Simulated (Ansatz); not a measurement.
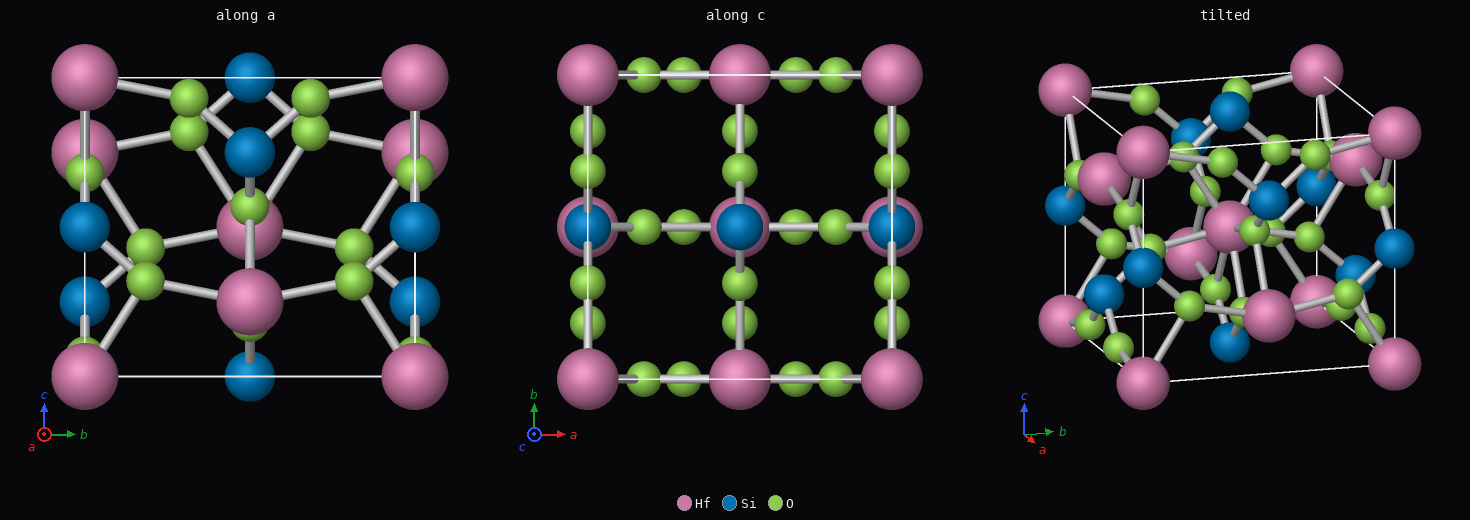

Crystal structure, ball-and-stick style, seen along the a axis, along the c axis and slightly off an axis. The frame is the conventional unit cell; atoms at its boundary are shown with their periodic copies. Cell: a = 6.645 Å, b = 6.645 Å, c = 6.015 Å, α = 90.00°, β = 90.00°, γ = 90.00°.

Formula: HfSiO4. The symmetry is that of I4_1/amd (No. 141), on a body-centred tetragonal lattice. In the cell are 4 Hf, 4 Si, 16 O, which makes 4 formula units. Hf is linked to eight O at about 2.1 to 2.3 Å. Si is coordinated by four O in a distorted tetrahedral arrangement at about 1.6 Å. Around each O lie two Hf and one Si (about 2.1 to 2.3 Å to Hf, 1.6 Å to Si). Not all metal-metal contacts are counted. The bonds build a three-dimensional framework.

The cell started as a structure listed in the Materials Project. The atoms were relaxed in a fixed cell with DFT PBE, scalar-relativistic, plane waves, PAW in Ansatz.
